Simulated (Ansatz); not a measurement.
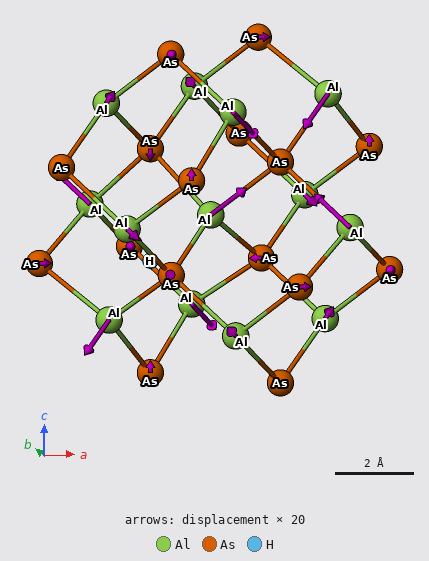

This is a relaxation of a defect cell of composition Al$_{8}$As$_{8}$H (cell charge −1) (coarse preliminary run). The starting structure is drawn; purple arrows show the displacements, magnified 20 times.

Style: ball-and-stick. Shown: the atoms within 5.0 Å of the atom that moves most (axes of the conventional cell (4 times the calculation's cell)), slightly off an axis. Lengths and directions refer to the drawn axes.

Case: H interstitial, charge -1, atoms relaxed at the host's cell.

These are results of Ansatz 0.2.0, DFT PBE, scalar-relativistic, plane waves, PAW, not measurements. Settings: plane-wave cutoff 420 eV; k-point mesh 1 × 1 × 1; occupations gaussian; smearing width 0.01 eV; no spin polarisation; atoms relaxed in a fixed cell; force threshold 0.025 eV/Å; at most 45 steps.

Atoms of which element are displaced furthest, and by how much?

Answer. Aluminium: up to 0.070 Å, against 0.017 Å for arsenic.

What happened in the run?

Answer. The energy falls by 0.101 eV per cell of the calculation in 2 accepted moves (3 points after the start). The largest force component goes from 0.36 to 0.014 eV/Å. 1 step only repeated the SCF at the same geometry. The largest moves, 0.070 Å, are those of Al atoms. Largest moves by element: Al 0.070 Å, As 0.017 Å. H stays in place. The lattice vectors keep their values. Near-neighbour distances that change, for instance: Al–As 2.657 → 2.587 Å, Al–As 2.500 → 2.524 Å, Al–As 2.453 → 2.461 Å. Bond angles that change, for instance: Al–As–Al 100.1° → 103.9°. The run took 3.5 s on 4 threads of Arm Neoverse V2, on a shared host, peak memory 0.51 GiB.

Limits of the set-up: the periodic images lie only 8.1 Å apart, so the values are limited by the cell's size; the cell is charged, on a uniform background, and energies carry no finite-size correction.
